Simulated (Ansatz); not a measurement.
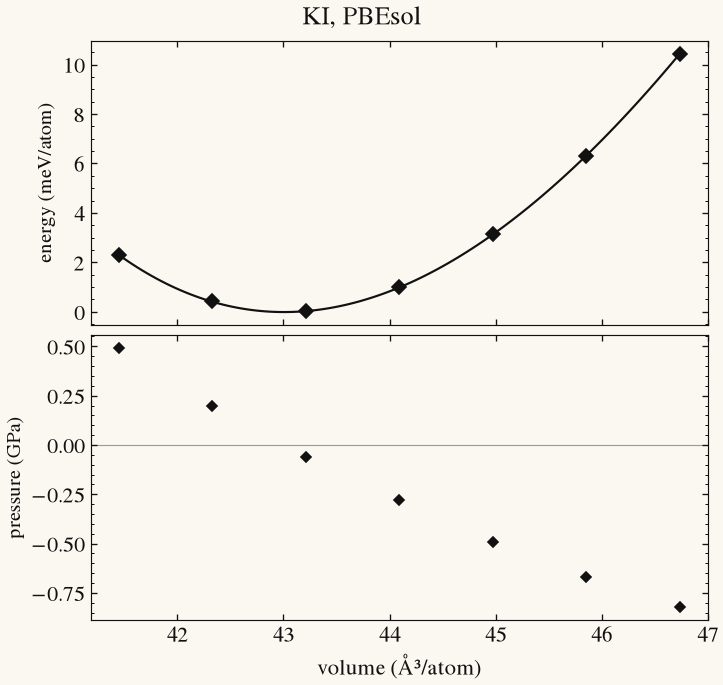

Figure. Energy and pressure against volume for KI, space group Fm-3m (No. 225).

A third-order Birch–Murnaghan fit gives V0 = 43.01 Å³/atom, B0 = 12.2 GPa and B′ = 5.0. The energy is 2.31 meV/atom at volume 41.45 Å³/atom and 10.42 meV/atom at 46.74 Å³/atom; the lowest computed point is at volume 43.21 Å³/atom (0.04 meV/atom), and no other minimum shows. The pressure falls from 0.49 GPa at volume 41.45 Å³/atom to −0.82 GPa at 46.74 Å³/atom, and changes sign near 43.01 Å³/atom.

Calculation (Ansatz 0.2.0): all-electron LAPW DFT, no spin polarisation; energies at scaled volumes of the given cell, shape and fractions fixed, counted from the fit's minimum, third-order Birch-Murnaghan fit. Level: PBEsol.

```tsv
setting	value
k mesh	7×7×7
occupations	Fermi–Dirac
smearing width	0.05 eV
potentials	all electron LAPW, scalar relativistic
program settings	basis error eV/atom 0.001
```

Structure:
```
I K
1.0
     0.00000    3.53277    3.53277
     3.53277    0.00000    3.53277
     3.53277    3.53277    0.00000
I K
1 1
Direct
  0.50000 0.50000 0.50000
  0.00000 0.00000 0.00000
```
